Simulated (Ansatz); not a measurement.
System: TiO₂, space group P3_121 (No. 152).

Starting cell:
```yaml
crystal:
  lattice:
    - [5.56199, 0.00000, 0.00000]
    - [-2.78099, 4.81682, 0.00000]
    - [0.00000, 0.00000, 6.06023]
  atoms:
    - { symbol: Ti, position: [0.46617, 0.00000, 0.33333] }
    - { symbol: Ti, position: [0.00000, 0.46617, 0.66667] }
    - { symbol: Ti, position: [0.53383, 0.53383, 0.00000] }
    - { symbol: O, position: [0.41894, 0.27174, 0.21360] }
    - { symbol: O, position: [0.72826, 0.14720, 0.54693] }
    - { symbol: O, position: [0.85280, 0.58106, 0.88027] }
    - { symbol: O, position: [0.27174, 0.41894, 0.78640] }
    - { symbol: O, position: [0.14720, 0.72826, 0.45307] }
    - { symbol: O, position: [0.58106, 0.85280, 0.11973] }
```

Method: one atom of a crystal moved along a line, all else fixed, by plane-wave density functional theory with PAW datasets, free energies less that of the undisturbed cell; scalar-relativistic (Ansatz 0.2.0). Level: r2SCAN, no spin polarisation.

wave cutoff 500 eV; k mesh 6×6×4; occupations Gaussian; smearing width 0.05 eV; k shift (0, 0, 0) (mesh steps); start relaxed; moved atom 4; direction (0.7071, 0.7071, 0) (Cartesian unit vector).

What does the calculation give for the energy change and force along the direction (sum over moved atoms) against displacement? The displacement takes the values −0.10, −0.06, 0.00, 0.04, 0.08 Å.

The energy rises on both sides of the starting structure, which is therefore a minimum along this path. The energy change is 0.0333 eV/cell at displacement −0.10 Å and 0.0216 eV/cell at 0.08 Å; the lowest computed point is at displacement 0.00 Å (0.0000 eV/cell), and no other minimum shows. The force along the direction (sum over moved atoms) falls from 0.67 eV/Å at displacement −0.10 Å to −0.54 eV/Å at 0.08 Å, and changes sign near 0.00 Å.

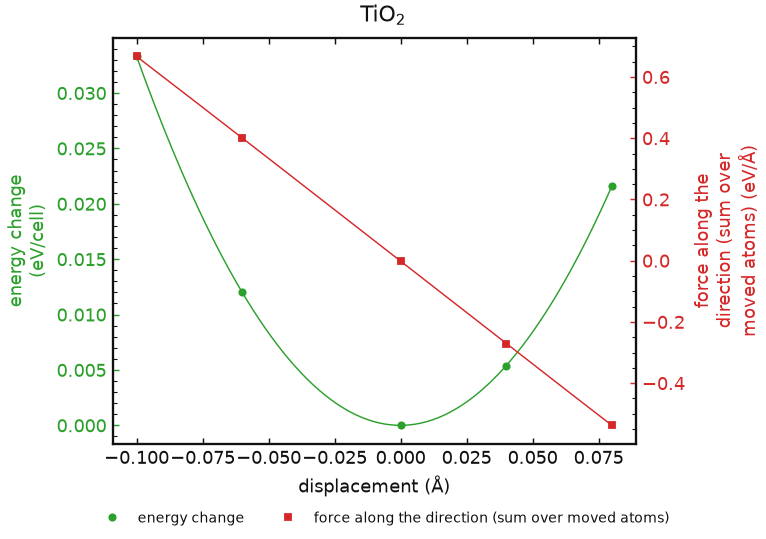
